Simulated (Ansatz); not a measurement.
# Ge: what the fields show

```
Ge
1.0
     2.83621    0.00000    0.00000
     0.00000    5.27905    0.00000
     0.00000    0.00000    2.69823
Ge
2
Cartesian
  0.0000 2.6395 0.0000
  1.4181 0.0000 0.0000
```

Space group Cmmm; a structure from a database of computed crystals, not necessarily the ambient phase; changed on purpose from its base cell (strain +0.015 along x and y, +0.000 along z, atoms carried along); computed pressure about −5 GPa in this cell.

Method: Ansatz, DFT r2SCAN, scalar-relativistic, plane waves, PAW.

In a PAW calculation such maps are meaningful between the atoms, not at the nuclei.

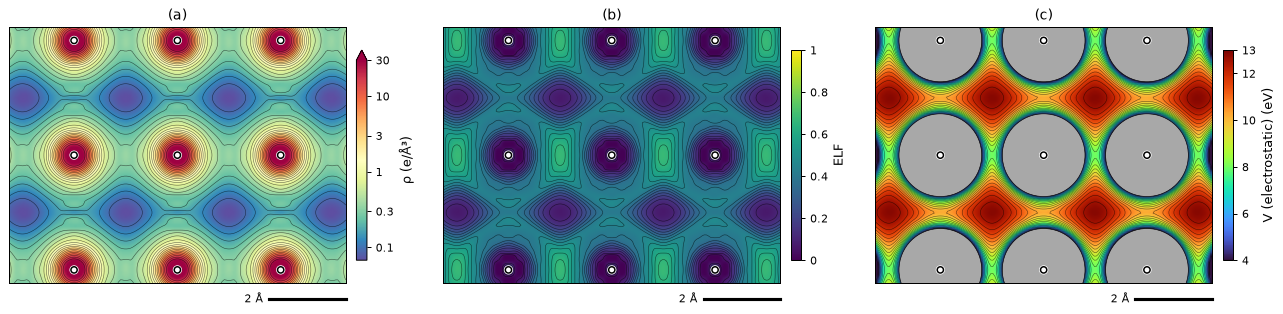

Figure 1. (a) valence electron density; (b) electron localisation function; (c) electrostatic potential energy of an electron on the (11̄0) plane of the conventional cell. Circles mark the nuclei in the plane (Ge). Grey discs cover the atomic cores in the potential map.

> Read the bonding off the picture.

The plane passes through Ge nuclei. Ge–Ge (2.70 Å): the density is about 0.37 e/Å³ at the midpoint; the ELF peaks at about 0.70 between the atoms. Between the atoms the lowest density in this plane is 0.07 e/Å³. Outside the cores the potential energy rises away from the atoms and is highest about 2.0 Å from the nearest atoms; its zero is arbitrary.

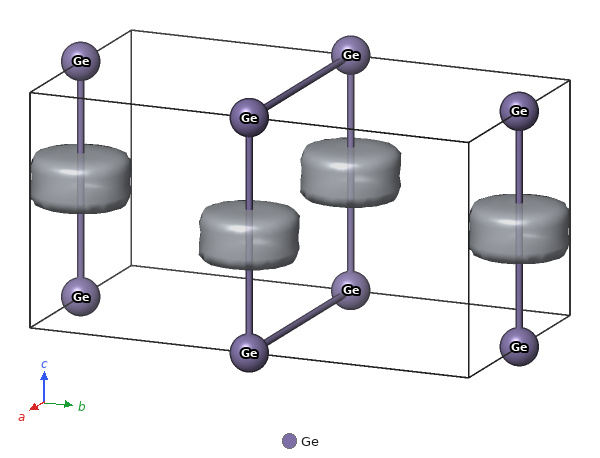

Figure 2. Isosurface of the ELF at 0.55 (grey), seen slightly off an axis. Only the valence region is drawn (cores and ρ < 0.01 e/Å³ removed). Sticks mark near contacts.

> Identify the bonds, lone pairs and shells in this picture.

The surface consists of two regions between bonded Ge–Ge atoms, counted in one cell of 2 atoms. Regions shared between cells count once.


 Ge–Ge (2.84 Å): the ELF is about 0.50 at the midpoint.

> Does the calculation make it a metal, or give it a gap?

It is gapless in this calculation (a metal or semimetal).
